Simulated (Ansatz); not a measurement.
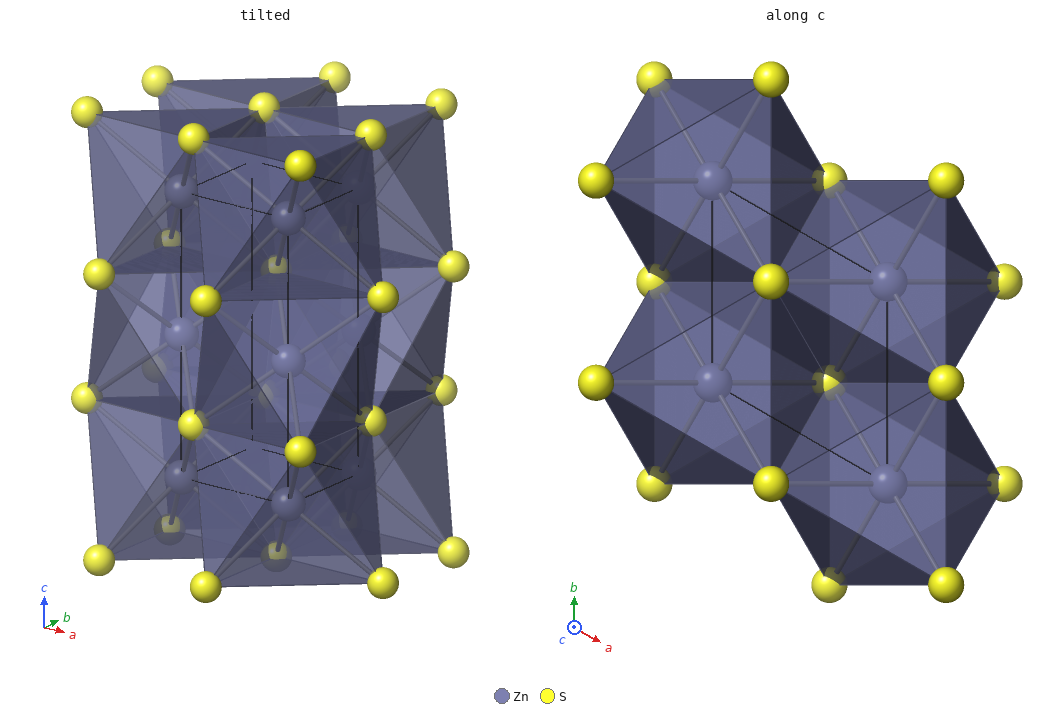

Crystal structure, polyhedral style, seen slightly off an axis and along the c axis. Thin lines show the conventional unit cell, with boundary atoms drawn in all their periodic places. A few atoms beyond the faces are included.

ZnS, space group P6_3/mmc (No. 194), a = 3.56 Å, b = 3.56 Å, c = 5.82 Å, α = 90.00°, β = 90.00°, γ = 120.00°.

Run with Ansatz, DFT, PBEsol, plane waves, PAW and these settings: a 420 eV plane-wave basis, 9×9×4 k-mesh, no spin polarisation.

Question: Classify it as metallic or gapped, with the value.

Answer: A semiconductor at this level, with a gap of 0.28 eV, indirect; the smallest direct gap is 1.77 eV.

Question: How large is ε∞?

Answer: ε∞ averages 10.9.

Provenance: a structure type filled with these elements by a generator (whether the compound takes this form wasn't checked). Earlier steps of the study may have refined or changed the cell and positions. It went into a calculation with Ansatz.
